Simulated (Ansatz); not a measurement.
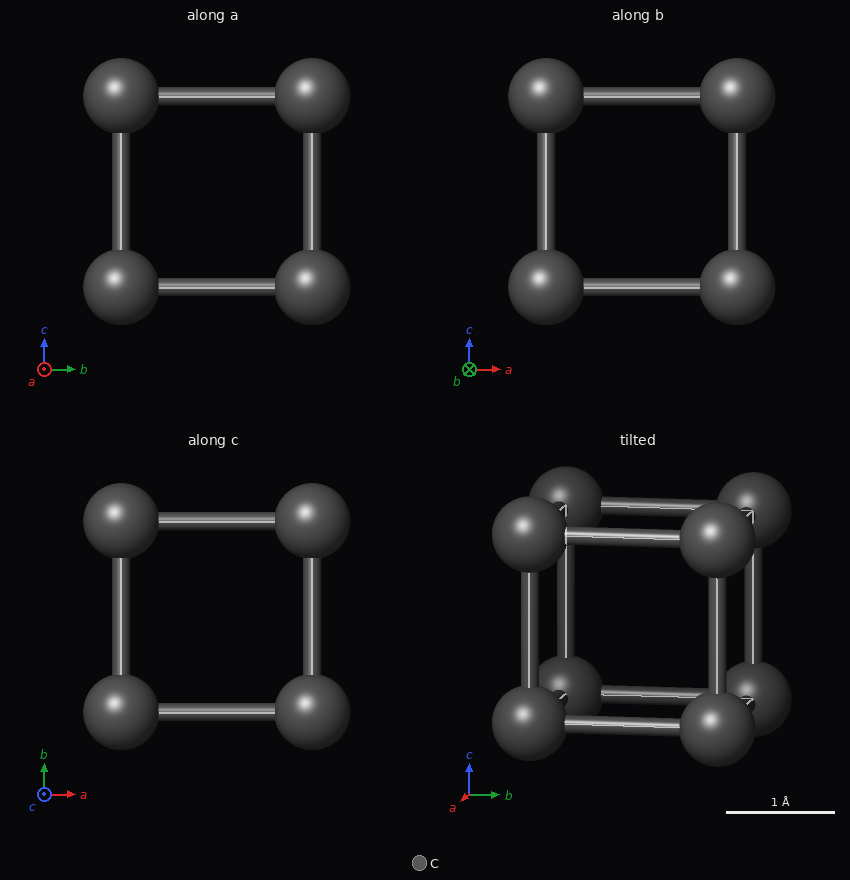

Drawn in the ball-and-stick manner and seen along the a axis, along the b axis, along the c axis and slightly off an axis. The conventional unit cell is drawn as a box.

Lattice parameters: a = 1.7770 Å, b = 1.7770 Å, c = 1.7770 Å, α = 90.000°, β = 90.000°, γ = 90.000°.

> Convert the drawing into a CIF with its space group and independent sites.

```cif
data_structure
_symmetry_space_group_name_H-M 'P m -3 m'
_symmetry_Int_Tables_number 221
_cell_length_a 1.7770
_cell_length_b 1.7770
_cell_length_c 1.7770
_cell_angle_alpha 90.000
_cell_angle_beta 90.000
_cell_angle_gamma 90.000
_cell_volume 5.61
loop_
_atom_site_label
_atom_site_type_symbol
_atom_site_symmetry_multiplicity
_atom_site_Wyckoff_symbol
_atom_site_fract_x
_atom_site_fract_y
_atom_site_fract_z
_atom_site_occupancy
C1 C 1 a 0.0000 0.0000 0.0000 1
```

It goes back to a textbook structure type filled with this element (whether it is the usual form wasn't checked). The structure drawn was relaxed with DFT r2SCAN, scalar-relativistic, plane waves, PAW (Ansatz 0.2.0).
